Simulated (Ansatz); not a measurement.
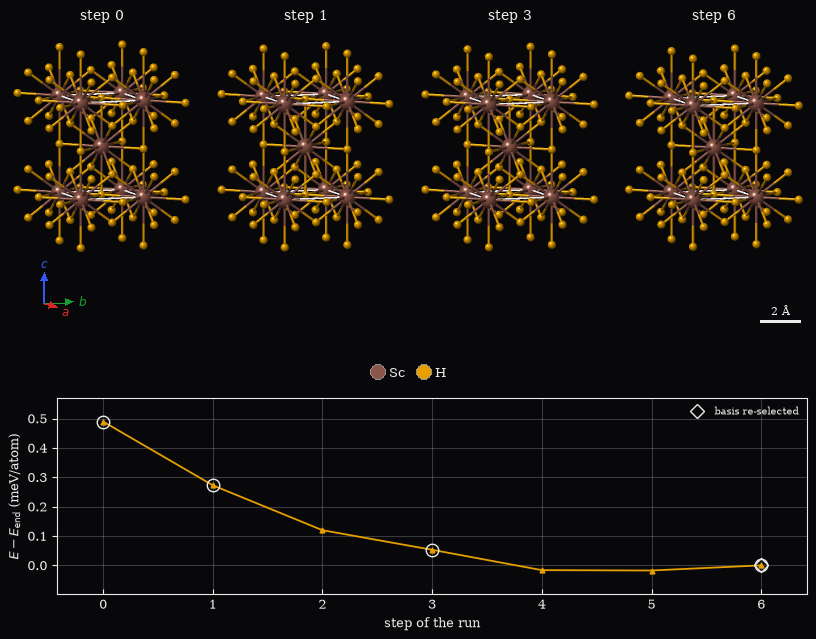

Frames of a relaxation of crystalline ScH3 (set up in I4/mmm), marked on the history of the run. Style: ball-and-stick. Shown: the conventional cell (2 times the calculation's cell), slightly off an axis. Lengths and directions refer to the drawn axes.

All numbers below come from DFT r2SCAN, scalar-relativistic, plane waves, PAW (Ansatz 0.2.0). Set-up: plane-wave cutoff 500 eV; k-point mesh 18 × 18 × 18; occupations gaussian; smearing width 0.1 eV; no spin polarisation; cell and atoms relaxed; force threshold 0.005 eV/Å; at most 80 steps.

### What happens along the run?

No atom moves by more than 0.005 Å relative to the cell. The drawn cell changes as follows: a = b 3.322 → 3.355 Å (+1.0 %), c 4.888 → 4.751 Å (−2.8 %); the volume changes by −0.8 %. Some distances before and after: H–Sc 2.444 → 2.375 Å, Sc–Sc 3.322 → 3.355 Å, Sc–Sc 3.389 → 3.357 Å, H–Sc 2.349 → 2.373 Å. Bond angles that change, for instance: Sc–H–Sc 107.3° → 109.4°. The space group (tolerance 0.01 Å) goes from I4/mmm (No. 139) to Fm-3m (No. 225). Over 5 accepted moves (6 points after the start) the energy falls by 0.5 meV per atom. All forces vanish by symmetry, so only the cell relaxes. Pressure: −0.87 GPa at the start and 0.01 GPa at the end. The SCF was repeated once at an unchanged geometry on a basis and grid sized afresh for the cell, which shifted the energy by less than 0.05 meV per atom at most. From step 0 to 1: volume −1.5 %, energy −0.2 meV per atom. From step 1 to 3: volume +0.8 %, energy −0.2 meV per atom. From step 3 to 6: energy −0.1 meV per atom.

```
step  E − E(0), meV/atom  pressure, GPa  volume, Å³/atom                      note
   0                0.00          -0.87            6.740                          
   1               -0.22           0.90            6.638                          
   2               -0.37           0.15            6.679                          
   3               -0.44          -0.07            6.691                          
   4               -0.51           0.00            6.686                          
   5               -0.51           0.01            6.686                          
   6               -0.49           0.01            6.686  same geometry, new basis
```
